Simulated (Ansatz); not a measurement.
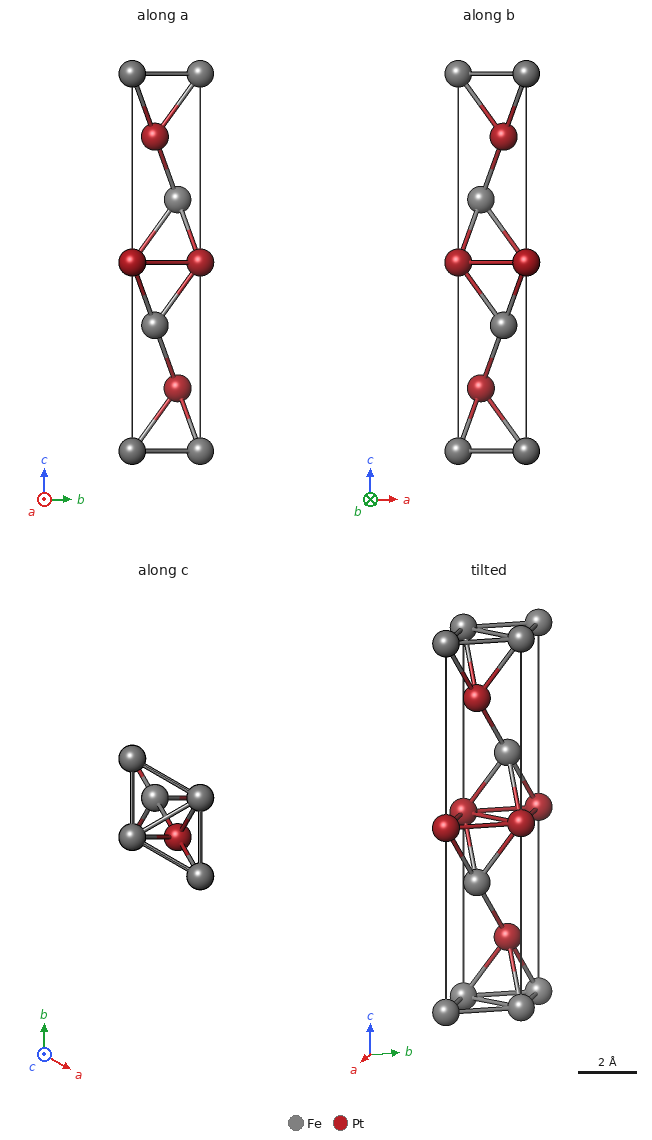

The figure gives a ball-and-stick picture of the atoms, viewed along the a axis, along the b axis, along the c axis and slightly off an axis. The wireframe shows the conventional unit cell.

Lattice parameters: a = 2.731 Å, b = 2.731 Å, c = 13.129 Å, α = 90.00°, β = 90.00°, γ = 120.00°. Put a along x and b in the xy plane.

Question: Give the structure in the form of a POSCAR file.

Answer:
```
Fe Pt
1.0
     2.731    0.000    0.000
    -1.365    2.365    0.000
     0.000    0.000   13.129
Fe Pt
3 3
Direct
  0.0000 0.0000 0.0000
  0.6667 0.3333 0.3333
  0.3333 0.6667 0.6667
  0.3333 0.6667 0.1667
  0.0000 0.0000 0.5000
  0.6667 0.3333 0.8333
```

The starting point was a structure type filled with these elements by a generator (whether the compound takes this form wasn't checked). This is the structure after a relaxation with Ansatz 0.2.0, DFT PBE, scalar-relativistic, plane waves, PAW.
